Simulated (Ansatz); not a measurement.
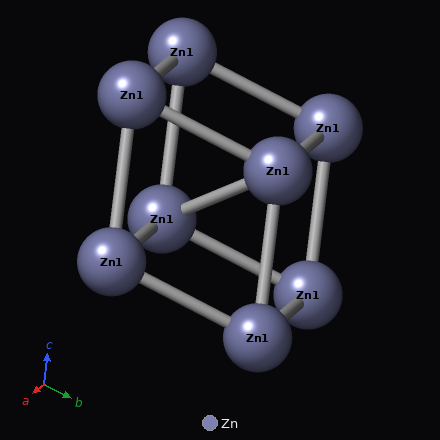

The system is Zn (Im-3m, No. 229; 1 atom in the cell); the picture shows the reference structure. The energy is mapped over two homogeneous strains (x, y and z along the cube axes). The first coordinate is: normal strain along x; the second: normal strain along z. Nothing is relaxed (symmetry fixes all fractional coordinates). The scan uses a 7 × 7 grid; 28 points were computed and 21 follow by symmetry. Energies are in meV/atom, from the lowest grid point. Theory: DFT LDA, scalar-relativistic, plane waves, PAW (Ansatz 0.2.0). Settings: cutoff 520 eV, k-mesh 20×20×20, gaussian smearing 0.15 eV, no spin polarisation.

Its coordinates:

```yaml
crystal:
  lattice:
    - [-1.50564, 1.50564, 1.50564]
    - [1.50564, -1.50564, 1.50564]
    - [1.50564, 1.50564, -1.50564]
  atoms:
    - { symbol: Zn, position: [0.00000, 0.00000, 0.00000] }
```

Range: normal strain along x from −4.00 to 4.00 %; normal strain along z from −4.00 to 4.00 %.

**What landscape does the calculation give?**

The lowest grid point is at normal strain along x = −4.00 %, normal strain along z = 4.00 %. It lies at the edge of the scanned range, so the true minimum may lie outside. The reference structure, at normal strain along x = 0.00 %, normal strain along z = 0.00 %, is a saddle of this map. The highest grid point, normal strain along x = −4.00 %, normal strain along z = −4.00 %, lies 35.3 meV/atom above the lowest. The reference (Im-3m) is not the lowest structure on this map: a distortion lowers the energy (space group Immm at the lowest grid point).

```csv
"normal strain along z ↓, normal strain along x →",−4.00,−2.67,−1.33,0.00,1.33,2.67,4.00
4.00,0.0,3.3,7.0,11.2,16.2,22.0,28.1
2.67,3.3,4.7,6.6,9.2,12.8,17.2,22.0
1.33,7.5,6.8,6.9,8.1,10.1,12.8,16.2
0.00,12.7,9.9,8.3,7.8,8.1,9.2,11.2
−1.33,18.9,14.1,10.6,8.3,6.9,6.6,7.0
−2.67,26.5,19.7,14.1,9.9,6.8,4.7,3.3
−4.00,35.3,26.5,18.9,12.7,7.5,3.3,0.0
```

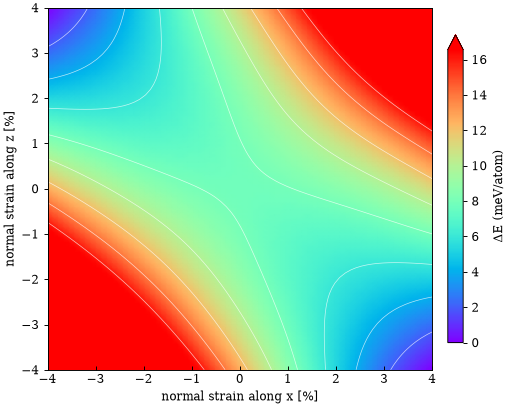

The picture shows a smooth colour map with a few white contour lines, one colour for all values above the top of the scale. Between grid points the surface is interpolated.

Each point was launched as `ansatz run input.yaml --threads 1 --pin off --max-ram 2048MiB --backend cpu --events-out ev --progress --plain --runs-dir out`. Time for the 28 points that were run: 8.2 min on 1 thread of Arm Neoverse N1, with other jobs on the host.
